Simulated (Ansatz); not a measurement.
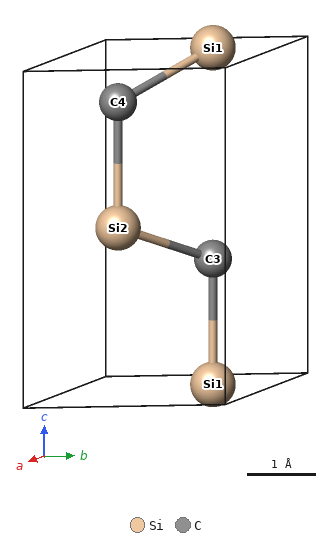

Fig. 1: The structure as given in the input (ball-and-stick view of the cell of the calculation, seen slightly off an axis; atoms are numbered from 1 in the order of the input). Near neighbours in the crystal (not all of them lie inside the picture): Si has 4 C at 1.85 to 1.89 Å; C has 4 Si at 1.85 to 1.89 Å.

# SiC: a changed input and its effect

System: SiC (P6₃mc, 4 atoms in the cell).
Method of the first run: DFT, r2SCAN, plane waves, PAW, no spin polarisation (Ansatz 0.2.0).

The structure was built on a prototype by a generator. The geometry comes from this level: r2SCAN (a point of a series of strains). Text and figures count atoms from 1; the logs count them from 0 in places.

### Input, the first run
```yaml
crystal:
  lattice:
    - [3.0138491144, 0.0, 0.0]
    - [-1.5069245572, 2.6100698963, 0.0]
    - [0.0, 0.0, 5.066688386]
  atoms:
    - { symbol: Si, position: [0.3333333333, 0.6666666667, 0.0008831814] }
    - { symbol: Si, position: [0.6666666667, 0.3333333333, 0.5008831814] }
    - { symbol: C, position: [0.3333333333, 0.6666666667, 0.3741168186] }
    - { symbol: C, position: [0.6666666667, 0.3333333333, 0.8741168186] }
kpoints:
  mp_grid: { grid: [12, 12, 6] }
  band_path:
    path:
      - [0.0, 0.0, 0.0]
      - [0.5, 0.0, 0.0]
      - [0.3333333333, 0.3333333333, 0.0]
      - [0.0, 0.0, 0.5]
      - [0.5, 0.0, 0.5]
      - [0.3333333333, 0.3333333333, 0.5]
    npoints: 1
hamiltonian:
  xc: r2scan
scf:
  occupations: { method: fixed }
  n_extra_bands: 5
output:
  forces: true
  stress: true
  eigenvalues: true
```

Command:
```bash
ansatz run input.yaml --threads 2 --pin off --max-ram 20275MiB --backend cpu --events-out ev --progress --plain --runs-dir out
```

Hardware: 2 threads of AMD EPYC (Zen 3), 144 GiB of memory available, shared host.

### Output, shortened to warnings, some set-up lines, iterations and results (the first run)
```
Basis set: ecut = 500 eV, 1051 PW (Γ), exchange–correlation on 96×96×160 points (64 copies of the dense FFT grid, shifted against one another)
Symmetry: 12 space group operations
k-points: 76 of 864 (time reversal used)
Initial density: superposition of atomic densities (neutral atoms: chi_scale 0, normalization atom), corrected by the library's trained network
[...]
SCF iter   1: F=—  HF=-1782.486289 eV  |F-HF|=—  |Δ(HF+E_count)|=         —  Δρ=5.97e-3  dr2=9.47e-3  dr2_τ=4.34e-1  ethr=1.77e-3  ⟨swp⟩=4.3  Hψ=5499  notcnv=0  defer=222
SCF iter   2: F=—  HF=-1782.583640 eV  |F-HF|=—  |Δ(HF+E_count)|=   9.74e-2  Δρ=4.13e-3  dr2=3.58e-3  dr2_τ=7.15e-5  ethr=5.92e-5  ⟨swp⟩=2.9  Hψ=2473  notcnv=0  defer=226
SCF iter   3: F=—  HF=-1782.583616 eV  |F-HF|=—  |Δ(HF+E_count)|=   2.37e-5  Δρ=1.06e-3  dr2=3.67e-4  dr2_τ=1.18e-5  ethr=2.24e-5  ⟨swp⟩=2.4  Hψ=1580  notcnv=0  defer=226
SCF iter   4: F=—  HF=-1782.583684 eV  |F-HF|=—  |Δ(HF+E_count)|=   6.79e-5  Δρ=1.22e-4  dr2=3.78e-6  dr2_τ=1.12e-6  ethr=2.30e-6  ⟨swp⟩=2.1  Hψ=1621  notcnv=0  defer=226
SCF iter   5: F=—  HF=-1782.583683 eV  |F-HF|=—  |Δ(HF+E_count)|=   7.80e-7  Δρ=5.69e-5  dr2=9.67e-7  dr2_τ=3.58e-8  ethr=2.36e-8  ⟨swp⟩=2.0  Hψ=1507  notcnv=0  defer=76
SCF iter   6: F=—  HF=-1782.583684 eV  |F-HF|=—  |Δ(HF+E_count)|=   2.13e-7  Δρ=1.96e-5  dr2=1.11e-7  dr2_τ=1.10e-9  ethr=6.04e-9  ⟨swp⟩=2.0  Hψ=1520  notcnv=0  defer=76
SCF iter   7: F=-1782.583684 eV  HF=-1782.583684 eV  |F-HF|=1.48e-10  |Δ(HF+E_count)|=   1.93e-8  Δρ=4.52e-6  dr2=6.13e-9  dr2_τ=5.53e-11  ethr=6.25e-10  ⟨swp⟩=9.0  Hψ=5646  …
SCF 1 converged in 7 iterations: F = -1782.583684 eV  dr2 = 6.13e-9
NSCF: frozen V_eff on 6 k-points
SCF converged after 7 iterations
Free energy (F): -1782.583684 eV
Harris-Foulkes:  -1782.583684 eV  (|F-HF|=1.48e-10)
Internal energy: -1782.583684 eV  (E = F + TS)
E sigma→0 (E₀):  -1782.583684 eV
Fermi energy:    10.071835 eV
--- Per-component energies (eV) ---
  E_band       = 57.094152
  E_kinetic    = 276.338787
  E_local      = -204.419106  (includes V_loc(G=0)·N_el)
  E_nonlocal   = 101.746938
  E_hartree    = 65.078605
  E_xc         = -204.172597
  E_vxc        = -239.282380  (∫ρ·V_xc dr)
  E_paw        = -1240.923037  (= ΣΔE_a)
  E_vpaw       = -18.658376  (= ΣTr[D̂ρ^β])
  E_aug_tail   = 0.000017  (compensation charges beyond the density's cutoff)
  E_vtau       = 11.210320  (kinetic-family band-sum trace: ∫τ·v_τ [+ j·A + Jᵃ·Aᵃ] dr)
  E_ewald      = -576.030878
  E_core_change = -0.202413  (= ΣΔE_core)
  E_smearing   = -0.000000  (= −TS)
  E_closure    = -0.000000  (closes the sum)
  Σ components = -1782.583684   (vs F -1782.583684, Δ=0.00e0)
--- Forces (eV/Å), atoms counted from 1 ---
  atom   1  Si    -0.00000000    -0.00000000     0.00179585
  atom   2  Si     0.00000000     0.00000000     0.00179585
  atom   3  C     -0.00000000    -0.00000000    -0.00180220
  atom   4  C      0.00000000     0.00000000    -0.00180220
  max |Σ_I F_I| component: 1.27e-5 eV/Å
--- Stress (GPa, compression-positive) ---
       13.725691       0.000000       0.000000
       -0.000000      13.725691      -0.000000
        0.000000      -0.000000      -0.037885
  P = ⅓ Tr σ = 9.1378 GPa (91.378 kbar)
```

For the second run the input was changed thus:
```diff
-  xc: r2scan
+  xc: pbe
-  occupations: { method: fixed }
+  occupations: { method: fermi_dirac, width: 0.02 }
```

How does the second run compare with the first run?

The total energies belong to different methods, so their difference says nothing on which is more stable or more accurate. The gap on the mesh goes from 2.40 to 2.02 eV. The pressure goes from 9.14 to 12.59 GPa. The largest force goes from 0.002 to 0.034 eV/Å. The functional changes from r2SCAN to PBE. The SCF takes 6 iterations against 7. The default cutoff goes from 500 to 420 eV with the change. The plane waves at Γ go from 1051 to 761.

### Output, shortened to warnings, some set-up lines, iterations and results (the second run)
```
Basis set: ecut = 420 eV, 761 PW (Γ), exchange–correlation on 48×48×72 points (8 copies of the dense FFT grid, shifted against one another)
Symmetry: 12 space group operations
k-points: 76 of 864 (time reversal used)
Initial density: superposition of atomic densities (neutral atoms: chi_scale 0, normalization atom), corrected by the library's trained network
[...]
SCF iter   1: F=—  HF=-1774.202344 eV  |F-HF|=—  |Δ(HF+E_count)|=         —  Δρ=2.57e-3  dr2=2.54e-3  ethr=1.77e-3  ⟨swp⟩=5.9  Hψ=6681  notcnv=0
SCF iter   2: F=—  HF=-1774.202306 eV  |F-HF|=—  |Δ(HF+E_count)|=   3.82e-5  Δρ=9.41e-4  dr2=1.86e-4  ethr=1.59e-5  ⟨swp⟩=2.3  Hψ=2470  notcnv=0  defer=71
SCF iter   3: F=—  HF=-1774.202344 eV  |F-HF|=—  |Δ(HF+E_count)|=   3.82e-5  Δρ=4.22e-4  dr2=2.71e-5  ethr=1.16e-6  ⟨swp⟩=2.2  Hψ=1445  notcnv=0  defer=71
SCF iter   4: F=—  HF=-1774.202393 eV  |F-HF|=—  |Δ(HF+E_count)|=   4.92e-5  Δρ=1.04e-4  dr2=1.75e-6  ethr=1.69e-7  ⟨swp⟩=2.7  Hψ=1538  notcnv=0  defer=71
SCF iter   5: F=-1774.202396 eV  HF=-1774.202396 eV  |F-HF|=3.35e-8  |Δ(HF+E_count)|=   2.67e-6  Δρ=1.17e-5  dr2=2.22e-8  ethr=1.09e-8  ⟨swp⟩=2.5  Hψ=1505  notcnv=0  defer=71
SCF iter   6: F=-1774.202396 eV  HF=-1774.202396 eV  |F-HF|=3.62e-10  |Δ(HF+E_count)|=   3.71e-8  Δρ=1.10e-6  dr2=1.75e-10  ethr=1.39e-10  ⟨swp⟩=5.2  Hψ=4586  notcnv=0
SCF 1 converged in 6 iterations: F = -1774.202396 eV  dr2 = 1.75e-10
NSCF: frozen V_eff on 6 k-points
SCF converged after 6 iterations
Free energy (F): -1774.202396 eV
Harris-Foulkes:  -1774.202396 eV  (|F-HF|=3.62e-10)
Internal energy: -1774.202396 eV  (E = F + TS)
E sigma→0 (E₀):  -1774.202396 eV
Fermi energy:    11.193353 eV
--- Per-component energies (eV) ---
  E_band       = 63.571013
  E_kinetic    = 275.693296
  E_local      = -205.770703  (includes V_loc(G=0)·N_el)
  E_nonlocal   = 104.702366
  E_hartree    = 64.167599
  E_xc         = -212.437921
  E_vxc        = -220.601098  (∫ρ·V_xc dr)
  E_paw        = -1224.526182  (= ΣΔE_a)
  E_vpaw       = -18.788068  (= ΣTr[D̂ρ^β])
  E_aug_tail   = 0.000028  (compensation charges beyond the density's cutoff)
  E_ewald      = -576.030878
  E_smearing   = -0.000000  (= −TS)
  E_closure    = 0.000000  (closes the sum)
  Σ components = -1774.202396   (vs F -1774.202396, Δ=0.00e0)
--- Forces (eV/Å), atoms counted from 1 ---
  atom   1  Si    -0.00000000    -0.00000000     0.03382122
  atom   2  Si     0.00000000     0.00000000     0.03382122
  atom   3  C     -0.00000000    -0.00000000    -0.03382352
  atom   4  C      0.00000000     0.00000000    -0.03382352
  max |Σ_I F_I| component: 4.60e-6 eV/Å
--- Stress (GPa, compression-positive) ---
       17.003892       0.000000       0.000000
        0.000000      17.003892      -0.000000
        0.000000      -0.000000       3.761412
  P = ⅓ Tr σ = 12.5897 GPa (125.897 kbar)
```

### The two runs side by side

| quantity | the first run | the second run |
| --- | --- | --- |
| outcome | converged | converged |
| free energy per atom (eV) | −445.6459 | −443.5506 |
| gap on the mesh (eV) | 2.40 | 2.02 |
| pressure (GPa) | 9.14 | 12.59 |
| largest force (eV/Å) | 0.002 | 0.034 |
| SCF iterations | 7 | 6 |
| irreducible k-points | 76 | 76 |
| plane waves at Γ | 1051 | 761 |
| wall time (shared host) | 3.5 s | 1.7 s |
